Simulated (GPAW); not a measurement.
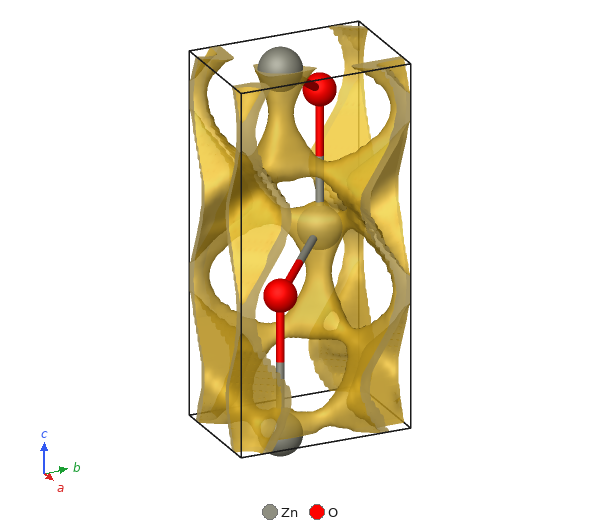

Bond-valence mismatch map for Zn2+ in ZnO (P6_3mc, No. 186): the yellow surface encloses the points where |V − 2| < 0.1 v.u. (1×1×1 cells, view slightly off an axis). Pale faces close the region where the drawn box cuts it.

At each point the valence sum V of a Zn2+ ion is computed from the anions within 5 Å (s = exp((R0 − d)/b), R0 fitted to published crystal structures with b = 0.37 Å; R0: Zn2+–O 1.689 Å). The other Zn2+ ions are ignored. This is an empirical screen for pathways, not an energy calculation.

Source of the atomic positions: an entry of the Crystallography Open Database, as set up for an electronic-structure calculation.

```xyz
4
Lattice="3.2493 0.0000 0.0000 -1.6247 2.8140 0.0000 0.0000 0.0000 5.2057" Properties=species:S:1:pos:R:3 pbc="T T T"
Zn    1.6247    0.9380    0.0000
Zn    0.0000    1.8760    2.6029
O     0.0000    1.8760    4.5759
O     1.6247    0.9380    1.9730
```

Question: How are the low-mismatch regions connected (counting the regions that come within 0.6 Å of a Zn site)?

Answer: The regions form a three-dimensional network.

Question: At which mismatch do paths open?

Answer: Already below about 0.06 v.u. the regions form a three-dimensional network. These are grid estimates, good to about 0.1 v.u.

Question: What is the valence sum at the Zn sites themselves?

Answer: 1.88 v.u., against the formal 2.
